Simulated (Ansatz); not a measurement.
# Run report: P, geometry relaxation (part 2 of 3)

The same run, continued: P (slab, 12 atoms in the cell); DFT PBE+D3(BJ), scalar-relativistic, plane waves, PAW, no spin polarisation (Ansatz 0.2.0); cutoff 420 eV, 10×8×1 k-mesh, Gaussian smearing of 0.01 eV. The structure derives from an entry of the Crystallography Open Database.

Geometry of the input (Å; fractional positions):
```
3.3228  0.0000  0.0000
0.0000  4.1648  0.0000
0.0000  0.0000  50.7268
P  0.0000  0.5719  0.3781
P  0.5000  0.9281  0.3781
P  0.5000  0.0719  0.4209
P  0.0000  0.4281  0.4209
P  0.5000  0.5719  0.4786
P  0.0000  0.9281  0.4786
P  0.0000  0.0719  0.5214
P  0.5000  0.4281  0.5214
P  0.0000  0.5719  0.5791
P  0.5000  0.9281  0.5791
P  0.5000  0.0719  0.6219
P  0.0000  0.4281  0.6219
```

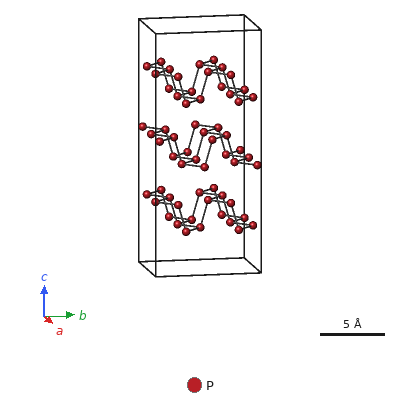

Fig. 1: The geometry at step 3 of the log (ball-and-stick view of the 2 × 2 repeat of the cell, with the vacuum cut short, seen slightly off an axis).

Output, continued:
```
SCF iter   1: F=—  HF=-9071.899017 eV  |F-HF|=—  |Δ(HF+E_count)|=         —  Δρ=1.23e-3  dr2=1.44e-2  ethr=2.46e-5  ⟨swp⟩=5.6  Hψ=8836  notcnv=0  defer=16
preconditioner: auto → LDOS  [insulator: Δε(μ)=0.025 eV  Ē_g=8.974 eV  σ=0.010 eV  W_gap=0.93  n_scr=62 (ndim 8)  ℏωp=10.8 eV  f_vac=0.671  D(μ)=1.14/eV (n_scr^D=8)  ε∞_Penn≈2.4  β→1.0]
SCF iter   2: F=—  HF=-9071.897878 eV  |F-HF|=—  |Δ(HF+E_count)|=   1.14e-3  Δρ=8.05e-4  dr2=8.53e-3  ethr=2.40e-5  ⟨swp⟩=4.5  Hψ=3128  notcnv=0  defer=16
SCF iter   3: F=—  HF=-9071.894527 eV  |F-HF|=—  |Δ(HF+E_count)|=   3.35e-3  Δρ=9.59e-5  dr2=2.25e-4  ethr=1.42e-5  ⟨swp⟩=4.7  Hψ=3449  notcnv=0  defer=16
SCF iter   4: F=—  HF=-9071.894535 eV  |F-HF|=—  |Δ(HF+E_count)|=   8.63e-6  Δρ=5.63e-5  dr2=2.60e-4  ethr=3.75e-7  ⟨swp⟩=3.3  Hψ=2864  notcnv=0  defer=15
SCF iter   5: F=—  HF=-9071.894510 eV  |F-HF|=—  |Δ(HF+E_count)|=   2.54e-5  Δρ=1.09e-5  dr2=1.78e-6  ethr=3.75e-7  ⟨swp⟩=2.5  Hψ=1711  notcnv=0  defer=13
SCF iter   6: F=—  HF=-9071.894605 eV  |F-HF|=—  |Δ(HF+E_count)|=   9.47e-5  Δρ=3.34e-6  dr2=1.35e-7  ethr=2.97e-9  ⟨swp⟩=3.4  Hψ=2836  notcnv=0  defer=13
SCF iter   7: F=—  HF=-9071.894605 eV  |F-HF|=—  |Δ(HF+E_count)|=   7.56e-9  Δρ=1.01e-6  dr2=1.12e-8  ethr=2.25e-10  ⟨swp⟩=3.1  Hψ=2603  notcnv=0  defer=13
SCF iter   8: F=—  HF=-9071.894605 eV  |F-HF|=—  |Δ(HF+E_count)|=   5.74e-9  Δρ=4.35e-7  dr2=5.80e-9  ethr=1.86e-11  ⟨swp⟩=3.0  Hψ=2691  notcnv=0  defer=13
SCF iter   9: F=—  HF=-9071.894605 eV  |F-HF|=—  |Δ(HF+E_count)|=  3.60e-10  Δρ=1.37e-7  dr2=6.52e-10  ethr=9.67e-12  ⟨swp⟩=2.4  Hψ=1973  notcnv=0  defer=13
SCF iter  10: F=—  HF=-9071.894605 eV  |F-HF|=—  |Δ(HF+E_count)|=  7.64e-11  Δρ=4.06e-8  dr2=2.27e-11  ethr=1.09e-12  ⟨swp⟩=3.3  Hψ=2481  notcnv=0  defer=13
iter 11 did not close the SCF: its close was put off until two iterations running show no level that it waits for move by more than its bar (scf_convergence_deferred on its scf_iter line)
SCF iter  11: F=-9071.894605 eV  HF=-9071.894605 eV  |F-HF|=1.46e-11  |Δ(HF+E_count)|=  2.55e-11  Δρ=9.54e-9  dr2=7.78e-13  ethr=1.00e-12  ⟨swp⟩=14.3  Hψ=9979  notcnv=0
iter 12 did not close the SCF: its close was put off until two iterations running show no level that it waits for move by more than its bar (scf_convergence_deferred on its scf_iter line)
SCF iter  12: F=-9071.894605 eV  HF=-9071.894605 eV  |F-HF|=3.82e-11  |Δ(HF+E_count)|=  2.00e-11  Δρ=3.09e-9  dr2=4.40e-14  ethr=1.00e-12  ⟨swp⟩=5.4  Hψ=6024  notcnv=0
SCF iter  13: F=-9071.894605 eV  HF=-9071.894605 eV  |F-HF|=1.82e-12  |Δ(HF+E_count)|=  4.18e-11  Δρ=8.63e-10  dr2=4.20e-15  ethr=1.00e-12  ⟨swp⟩=4.3  Hψ=5222  notcnv=0
the search or the solves at the SCF's close seem to have found levels that the self-consistency loop had missed (the run counts 1). By its estimate they hold under 1e-12 electrons; where the run keeps them, the occupations were computed again with them
SCF 5 converged in 13 iterations: F = -9071.894605 eV  dr2 = 4.20e-15
relax step   5: F+E_penalty+E_count = -9071.89460474 eV  Δ(F+E_penalty+E_count) = -1.547e-3 eV  max|allowed force component| = 7.652e-3 eV/Å  Δτ_max = 0.0092 Å  P = -0.068 N/m  Ω = 712.246 Å³  energy of the carried Pulay correction = -4.751e-4 eV  fix = [c, alpha, beta]  reactions: c +0.000 N/m  (13 SCF iters, accepted)
Crystal: 12 atoms, lattice volume = 712.228 Å³
iter 1 solved again at ethr=1.18e-8 eV; its pass at ethr=3.10e-3 eV (dr2=7.10e-6 eV) is discarded
SCF iter   1: F=—  HF=-9071.894531 eV  |F-HF|=—  |Δ(HF+E_count)|=         —  Δρ=3.79e-5  dr2=7.65e-6  ethr=1.18e-8  ⟨swp⟩=4.4  Hψ=7143  notcnv=0
preconditioner: auto → LDOS  [insulator: Δε(μ)=0.033 eV  Ē_g=8.978 eV  σ=0.010 eV  W_gap=0.98  n_scr=62 (ndim 8)  ℏωp=10.8 eV  f_vac=0.671  D(μ)=0.37/eV (n_scr^D=4)  ε∞_Penn≈2.4  β→1.0]
SCF iter   2: F=—  HF=-9071.894547 eV  |F-HF|=—  |Δ(HF+E_count)|=   1.59e-5  Δρ=1.36e-5  dr2=8.23e-6  ethr=1.18e-8  ⟨swp⟩=2.2  Hψ=2134  notcnv=0
SCF iter   3: F=—  HF=-9071.894547 eV  |F-HF|=—  |Δ(HF+E_count)|=   1.60e-7  Δρ=9.09e-6  dr2=6.97e-6  ethr=1.18e-8  ⟨swp⟩=3.4  Hψ=2484  notcnv=0
SCF iter   4: F=—  HF=-9071.894544 eV  |F-HF|=—  |Δ(HF+E_count)|=   2.78e-6  Δρ=4.56e-6  dr2=1.26e-6  ethr=1.16e-8  ⟨swp⟩=1.8  Hψ=1330  notcnv=0
SCF iter   5: F=—  HF=-9071.894625 eV  |F-HF|=—  |Δ(HF+E_count)|=   8.10e-5  Δρ=8.34e-7  dr2=1.80e-8  ethr=2.09e-9  ⟨swp⟩=2.4  Hψ=1855  notcnv=0
SCF iter   6: F=-9071.894625 eV  HF=-9071.894625 eV  |F-HF|=2.51e-9  |Δ(HF+E_count)|=  7.64e-11  Δρ=3.19e-7  dr2=3.56e-9  ethr=6.10e-12  ⟨swp⟩=15.4  Hψ=14025  notcnv=0
SCF 6 converged in 6 iterations: F = -9071.894625 eV  dr2 = 3.56e-9
relax step   6: F+E_penalty+E_count = -9071.89462528 eV  Δ(F+E_penalty+E_count) = -2.055e-5 eV  max|allowed force component| = 1.263e-3 eV/Å  Δτ_max = 0.0008 Å  P = -0.009 N/m  Ω = 712.228 Å³  energy of the carried Pulay correction = -4.742e-4 eV  fix = [c, alpha, beta]  reactions: c +0.000 N/m  (6 SCF iters, dr2 threshold 3.66e-9 eV, accepted)
Initial wavefunctions: pseudopotential atomic-orbital guess (no wavefunctions were taken with the density)
iter 1 solved again at ethr=1.97e-7 eV; its pass at ethr=3.10e-3 eV (dr2=1.18e-4 eV) is discarded
SCF iter   1: F=—  HF=-9071.895261 eV  |F-HF|=—  |Δ(HF+E_count)|=         —  Δρ=1.12e-5  dr2=8.29e-8  ethr=1.97e-7  ⟨swp⟩=6.6  Hψ=16415  notcnv=0  defer=2
eigensolver tolerance schedule: the retry pair's looser diagonalisation over-reported the residual by 1428.02 of it (diagonalisation noise at 0.10 of the residual, at the tolerance the schedule requests for it); recorded, not acted on — ethr = c·dr2/N_el stays at c = 1.0e-1
SCF iter   2: F=—  HF=-9071.895271 eV  |F-HF|=—  |Δ(HF+E_count)|=   1.03e-5  Δρ=8.71e-7  dr2=2.37e-8  ethr=1.38e-10  ⟨swp⟩=4.6  Hψ=4092  notcnv=0  defer=1
SCF iter   3: F=—  HF=-9071.895271 eV  |F-HF|=—  |Δ(HF+E_count)|=   5.05e-9  Δρ=1.03e-6  dr2=8.93e-8  ethr=3.95e-11  ⟨swp⟩=3.6  Hψ=2559  notcnv=0  defer=1  recentre
SCF iter   4: F=—  HF=-9071.895271 eV  |F-HF|=—  |Δ(HF+E_count)|=   1.01e-8  Δρ=1.64e-7  dr2=8.39e-11  ethr=3.95e-11  ⟨swp⟩=2.3  Hψ=1850  notcnv=0  defer=1
SCF iter   5: F=—  HF=-9071.895271 eV  |F-HF|=—  |Δ(HF+E_count)|=   3.94e-9  Δρ=6.22e-8  dr2=7.84e-11  ethr=1.00e-12  ⟨swp⟩=3.5  Hψ=2892  notcnv=0  defer=1
SCF iter   6: F=—  HF=-9071.895271 eV  |F-HF|=—  |Δ(HF+E_count)|=  7.08e-10  Δρ=1.94e-8  dr2=6.79e-12  ethr=1.00e-12  ⟨swp⟩=1.1  Hψ=1260  notcnv=0  defer=1
SCF iter   7: F=-9071.895271 eV  HF=-9071.895271 eV  |F-HF|=4.37e-11  |Δ(HF+E_count)|=  1.89e-10  Δρ=1.01e-8  dr2=2.66e-12  ethr=1.00e-12  ⟨swp⟩=11.4  Hψ=8772  notcnv=0
SCF 7 converged in 7 iterations: F = -9071.895271 eV  dr2 = 2.66e-12
relax step   7: F+E_penalty+E_count = -9071.89527123 eV  Δ(F+E_penalty+E_count) = -6.459e-4 eV  max|allowed force component| = 1.295e-3 eV/Å  Δτ_max = 0.0000 Å  P = +0.005 N/m  Ω = 712.228 Å³  fix = [c, alpha, beta]  reactions: c +0.000 N/m  stress off target by 1.69e-2 N/m on what of the cell is left free  SCF on the basis re-selected at this cell (its energy is not comparable with the rows above)  (7 SCF iters)
basis re-selected at this cell: Δ(F+E_penalty+E_count) = -6.459e-4 eV, ΔP = +0.014 N/m vs the last step (what re-selecting the basis moved, of the pressure what is left beyond the Pulay correction that the steps carried, after the strain that the cell walked since its last selection, with what the two solves' SCF thresholds leave and, on support functions, any second-order correction that the steps lacked; it is no measure of the basis error at this ecutwfc). This SCF's stress stands 1.69e-2 N/m from its target on what of the cell is left free (relax.cell.stress_2d_tol is 2.00e-2 N/m) and its largest allowed force component is 1.29e-3 eV/Å (relax.f_tol is 5.00e-3 eV/Å): within both
SCF converged after 7 iterations
Free energy (F): -9071.895271 eV
Harris-Foulkes:  -9071.895271 eV  (|F-HF|=4.37e-11)
Internal energy: -9071.895253 eV  (E = F + TS)
E sigma→0 (E₀):  -9071.895262 eV
Entropy (-TS):   -0.000019 eV (-0.002 meV/atom)
Fermi energy:    -4.416776 eV
--- Per-component energies (eV) ---
  E_band       = -673.455197
  E_kinetic    = 843.757086
  E_local      = -178870.217311  (includes V_loc(G=0)·N_el)
  E_nonlocal   = 407.194532
  E_hartree    = 88882.172602
  E_xc         = -737.012256
  E_vxc        = -728.152517  (∫ρ·V_xc dr)
  E_paw        = -6832.007137  (= ΣΔE_a)
  E_vpaw       = -90.382395  (= ΣTr[D̂ρ^β])
  E_aug_tail   = 0.000038  (compensation charges beyond the density's cutoff)
  E_ewald      = 87238.351045
  E_disp       = -4.133851  (pairwise vdW)
  E_smearing   = -0.000019  (= −TS)
  E_closure    = -0.000000  (closes the sum)
  Σ components = -9071.895271   (vs F -9071.895271, Δ=0.00e0)
--- Forces (eV/Å), atoms counted from 1 ---
  atom   1  P     -0.00000000     0.00063754    -0.00053928
  atom   2  P      0.00000000    -0.00063754    -0.00053928
  atom   3  P     -0.00000000     0.00129485     0.00036602
  atom   4  P      0.00000000    -0.00129485     0.00036602
  atom   5  P      0.00000000     0.00123025    -0.00027180
  atom   6  P      0.00000000    -0.00123025    -0.00027180
  atom   7  P      0.00000000     0.00123025     0.00027180
  atom   8  P      0.00000000    -0.00123025     0.00027180
  atom   9  P     -0.00000000     0.00129485    -0.00036602
  atom  10  P      0.00000000    -0.00129485    -0.00036602
  atom  11  P     -0.00000000     0.00063754     0.00053928
  atom  12  P      0.00000000    -0.00063754     0.00053928
  max |Σ_I F_I| component: 2.17e-19 eV/Å
--- 2D stress c σ (N/m, compression-positive) ---
       -0.007089      -0.000000      -0.000000
       -0.000000       0.016887       0.000000
        0.000000       0.000000       0.000000
  P = ½ c Tr σ = 0.0049 N/m
--- Band table (eV; the first three rows and the last of 30) ---
  k-point 0: bands = ["-20.4130", "-20.2367", "-20.1455", "-17.9000", "-17.5349", "-17.2989", "-13.7450", "-13.6210", "-13.5838", "-11.5261", "-11.0306", "-10.4980", "-9.9485", "-9.7329", "-9.5373", "-9.4612", "-9.2935", "-8.9683", "-8.7370", "-8.5841", "-8.5164", "-7.3732", "-7.1720", "-7.0339", "-6.8029", "-6.6916", "-6.6553", "-5.6064", "-4.8602", "-4.5434", "-4.2208", "-3.8057", "-3.7944", "-3.5373", "-3.5267", "-3.3199", "-2.4473", "-2.1782", "-2.0871", "-1.3959", "-1.2308", "-1.1602"]
  k-point 1: bands = ["-20.3149", "-20.1406", "-20.0516", "-17.9139", "-17.5867", "-17.3949", "-13.9833", "-13.8896", "-13.8657", "-11.5153", "-11.2391", "-11.1868", "-9.8119", "-9.7485", "-9.3242", "-9.2870", "-8.9465", "-8.8499", "-8.6574", "-8.5068", "-8.4419", "-7.0449", "-6.8309", "-6.7361", "-6.5909", "-6.5113", "-6.2101", "-6.1723", "-5.4106", "-4.9589", "-3.9735", "-3.5702", "-3.4403", "-3.3497", "-3.3400", "-2.8555", "-2.5595", "-2.3354", "-2.3016", "-1.6056", "-1.4740", "-1.4390"]
  k-point 2: bands = ["-20.0261", "-19.8582", "-19.7769", "-18.0233", "-17.8048", "-17.7250", "-14.4506", "-14.2433", "-14.0894", "-12.3895", "-12.0074", "-11.8300", "-10.1337", "-9.4901", "-8.6724", "-8.4267", "-8.3125", "-8.2838", "-8.2282", "-8.0788", "-7.9615", "-7.1094", "-7.0871", "-6.9429", "-6.8928", "-6.3423", "-5.6504", "-5.4352", "-5.3613", "-5.2196", "-3.7272", "-3.2094", "-3.0627", "-2.9364", "-2.8971", "-2.8547", "-2.8122", "-2.5643", "-2.0006", "-1.9327", "-1.8774", "-1.8535"]
  k-point 29: bands = ["-16.9240", "-16.9240", "-16.8299", "-16.8299", "-16.8295", "-16.8295", "-14.8877", "-14.8877", "-14.7679", "-14.7679", "-14.7651", "-14.7651", "-10.5371", "-10.5371", "-10.5350", "-10.5350", "-10.1468", "-10.1468", "-10.0877", "-10.0877", "-9.7884", "-9.7884", "-9.7592", "-9.7592", "-6.7404", "-6.7404", "-6.6499", "-6.6499", "-6.4567", "-6.4567", "-2.7102", "-2.7102", "-2.5503", "-2.5503", "-2.3180", "-2.3180", "-0.0915", "-0.0915", "0.0029", "0.0029", "0.0118", "0.0118"]
--- Relaxed structure (6 steps of the walk, 5 accepted, 1 SCFs on fresh bases) ---
  F+E_penalty+E_count = -9071.89527123 eV   max|allowed force component| = 1.295e-3 eV/Å   (the final SCF, on the basis selected at the relaxed cell)
  cell:  # Å, volume = 712.2275 Å³
    - [3.310442057490826, 0.0, 0.0]
    - [0.0, 4.241265363881907, 0.0]
    - [0.0, 0.0, 50.7267830404]
  atoms:
    - { symbol: P, position: [4.44364156411871e-34, 0.5757248259921218, 0.3781964388514299] }
    - { symbol: P, position: [0.5, 0.9242751740078783, 0.3781964388514299] }
    - { symbol: P, position: [0.5, 0.07465182257153444, 0.4207681667091311] }
    - { symbol: P, position: [-2.5116234927627485e-34, 0.42534817742846553, 0.4207681667091311] }
    - { symbol: P, position: [0.5, 0.5749327807705205, 0.47865741312244003] }
    - { symbol: P, position: [-1.9320180713559588e-35, 0.9250672192294797, 0.47865741312244003] }
    - { symbol: P, position: [-1.5262942763712088e-33, 0.07493278077052051, 0.52134258687756] }
    - { symbol: P, position: [0.5, 0.4250672192294794, 0.52134258687756] }
    - { symbol: P, position: [-4.830045178389902e-34, 0.5746518225715344, 0.5792318332908689] }
    - { symbol: P, position: [0.5, 0.9253481774284656, 0.5792318332908689] }
    - { symbol: P, position: [0.5, 0.07572482599212163, 0.6218035611485703] }
    - { symbol: P, position: [2.1252198784915566e-34, 0.4242751740078784, 0.6218035611485703] }
```

Trajectory as extended XYZ (Å, eV, eV/Å), 7 frames, from step=1 to step=7:
```
12
Lattice="3.3228 0.0000 0.0000 0.0000 4.1648 0.0000 0.0000 0.0000 50.7268" Properties=species:S:1:pos:R:3:forces:R:3 step=1 energy=-9071.88537
P     0.0000    2.3818   19.1817    0.0000   0.1024   0.0131
P     1.6614    3.8654   19.1817    0.0000  -0.1024   0.0131
P     1.6614    0.2994   21.3505    0.0000  -0.0032  -0.0093
P     0.0000    1.7830   21.3505    0.0000   0.0032  -0.0093
P     1.6614    2.3818   24.2790    0.0000   0.0398  -0.0383
P     0.0000    3.8654   24.2790    0.0000  -0.0398  -0.0383
P     0.0000    0.2994   26.4478    0.0000   0.0398   0.0383
P     1.6614    1.7830   26.4478    0.0000  -0.0398   0.0383
P     0.0000    2.3818   29.3762    0.0000  -0.0032   0.0093
P     1.6614    3.8654   29.3762    0.0000   0.0032   0.0093
P     1.6614    0.2994   31.5451    0.0000   0.1024  -0.0131
P     0.0000    1.7830   31.5451    0.0000  -0.1024  -0.0131
12
Lattice="3.3280 0.0000 0.0000 0.0000 4.1934 0.0000 0.0000 0.0000 50.7268" Properties=species:S:1:pos:R:3:forces:R:3 step=2 energy=-9071.89044
P     0.0000    2.4067   19.2033    0.0000   0.0222  -0.0012
P     1.6640    3.8834   19.2033    0.0000  -0.0222  -0.0012
P     1.6640    0.3068   21.3669    0.0000  -0.0054  -0.0095
P     0.0000    1.7899   21.3669    0.0000   0.0054  -0.0095
P     1.6640    2.4044   24.2797    0.0000   0.0059  -0.0075
P     0.0000    3.8856   24.2797    0.0000  -0.0059  -0.0075
P     0.0000    0.3077   26.4471    0.0000   0.0059   0.0075
P     1.6640    1.7889   26.4471    0.0000  -0.0059   0.0075
P     0.0000    2.4034   29.3599    0.0000  -0.0054   0.0095
P     1.6640    3.8866   29.3599    0.0000   0.0054   0.0095
P     1.6640    0.3100   31.5235    0.0000   0.0222   0.0012
P     0.0000    1.7867   31.5235    0.0000  -0.0222   0.0012
12
Lattice="3.3225 0.0000 0.0000 0.0000 4.2204 0.0000 0.0000 0.0000 50.7268" Properties=species:S:1:pos:R:3:forces:R:3 step=3 energy=-9071.89306
P     0.0000    2.4278   19.1765    0.0000  -0.0127  -0.0067
P     1.6612    3.9029   19.1765    0.0000   0.0127  -0.0067
P     1.6612    0.3118   21.3363    0.0000   0.0229   0.0136
P     0.0000    1.7985   21.3363    0.0000  -0.0229   0.0136
P     1.6612    2.4238   24.2802    0.0000   0.0075  -0.0068
P     0.0000    3.9069   24.2802    0.0000  -0.0075  -0.0068
P     0.0000    0.3135   26.4466    0.0000   0.0075   0.0068
P     1.6612    1.7967   26.4466    0.0000  -0.0075   0.0068
P     0.0000    2.4220   29.3905    0.0000   0.0229  -0.0136
P     1.6612    3.9087   29.3905    0.0000  -0.0229  -0.0136
P     1.6612    0.3175   31.5503    0.0000  -0.0127   0.0067
P     0.0000    1.7927   31.5503    0.0000   0.0127   0.0067
12
Lattice="3.2405 0.0000 0.0000 0.0000 4.2825 0.0000 0.0000 0.0000 50.7268" Properties=species:S:1:pos:R:3:forces:R:3 step=4 energy=-9071.82234 accepted=F
P     0.0000    2.4523   19.1785    0.0000   0.3505   0.0742
P     1.6203    3.9715   19.1785    0.0000  -0.3505   0.0742
P     1.6203    0.3139   21.3527    0.0000   0.1415  -0.0799
P     0.0000    1.8273   21.3527    0.0000  -0.1415  -0.0799
P     1.6203    2.4536   24.2765    0.0000   0.2266   0.0263
P     0.0000    3.9701   24.2765    0.0000  -0.2266   0.0263
P     0.0000    0.3124   26.4503    0.0000   0.2266  -0.0263
P     1.6203    1.8289   26.4503    0.0000  -0.2266  -0.0263
P     0.0000    2.4552   29.3741    0.0000   0.1415   0.0799
P     1.6203    3.9686   29.3741    0.0000  -0.1415   0.0799
P     1.6203    0.3110   31.5483    0.0000   0.3505  -0.0742
P     0.0000    1.8302   31.5483    0.0000  -0.3505  -0.0742
12
Lattice="3.3110 0.0000 0.0000 0.0000 4.2406 0.0000 0.0000 0.0000 50.7268" Properties=species:S:1:pos:R:3:forces:R:3 step=5 energy=-9071.89460
P     0.0000    2.4411   19.1854    0.0000   0.0077  -0.0015
P     1.6555    3.9199   19.1854    0.0000  -0.0077  -0.0015
P     1.6555    0.3163   21.3450    0.0000   0.0065   0.0008
P     0.0000    1.8041   21.3450    0.0000  -0.0065   0.0008
P     1.6555    2.4377   24.2806    0.0000   0.0070   0.0018
P     0.0000    3.9232   24.2806    0.0000  -0.0070   0.0018
P     0.0000    0.3174   26.4462    0.0000   0.0070  -0.0018
P     1.6555    1.8029   26.4462    0.0000  -0.0070  -0.0018
P     0.0000    2.4366   29.3818    0.0000   0.0065  -0.0008
P     1.6555    3.9244   29.3818    0.0000  -0.0065  -0.0008
P     1.6555    0.3207   31.5413    0.0000   0.0077   0.0015
P     0.0000    1.7996   31.5413    0.0000  -0.0077   0.0015
12
Lattice="3.3104 0.0000 0.0000 0.0000 4.2413 0.0000 0.0000 0.0000 50.7268" Properties=species:S:1:pos:R:3:forces:R:3 step=6 energy=-9071.89463
P     0.0000    2.4418   19.1847    0.0000   0.0006  -0.0006
P     1.6552    3.9201   19.1847    0.0000  -0.0006  -0.0006
P     1.6552    0.3166   21.3442    0.0000   0.0013   0.0004
P     0.0000    1.8040   21.3442    0.0000  -0.0013   0.0004
P     1.6552    2.4384   24.2808    0.0000   0.0012  -0.0003
P     0.0000    3.9235   24.2808    0.0000  -0.0012  -0.0003
P     0.0000    0.3178   26.4460    0.0000   0.0012   0.0003
P     1.6552    1.8028   26.4460    0.0000  -0.0012   0.0003
P     0.0000    2.4373   29.3826    0.0000   0.0013  -0.0004
P     1.6552    3.9246   29.3826    0.0000  -0.0013  -0.0004
P     1.6552    0.3212   31.5421    0.0000   0.0006   0.0006
P     0.0000    1.7995   31.5421    0.0000  -0.0006   0.0006
12
Lattice="3.3104 0.0000 0.0000 0.0000 4.2413 0.0000 0.0000 0.0000 50.7268" Properties=species:S:1:pos:R:3:forces:R:3 step=7 energy=-9071.89527
P     0.0000    2.4418   19.1847    0.0000   0.0006  -0.0005
P     1.6552    3.9201   19.1847    0.0000  -0.0006  -0.0005
P     1.6552    0.3166   21.3442    0.0000   0.0013   0.0004
P     0.0000    1.8040   21.3442    0.0000  -0.0013   0.0004
P     1.6552    2.4384   24.2808    0.0000   0.0012  -0.0003
P     0.0000    3.9235   24.2808    0.0000  -0.0012  -0.0003
P     0.0000    0.3178   26.4460    0.0000   0.0012   0.0003
P     1.6552    1.8028   26.4460    0.0000  -0.0012   0.0003
P     0.0000    2.4373   29.3826    0.0000   0.0013  -0.0004
P     1.6552    3.9246   29.3826    0.0000  -0.0013  -0.0004
P     1.6552    0.3212   31.5421    0.0000   0.0006   0.0005
P     0.0000    1.7995   31.5421    0.0000  -0.0006   0.0005
```
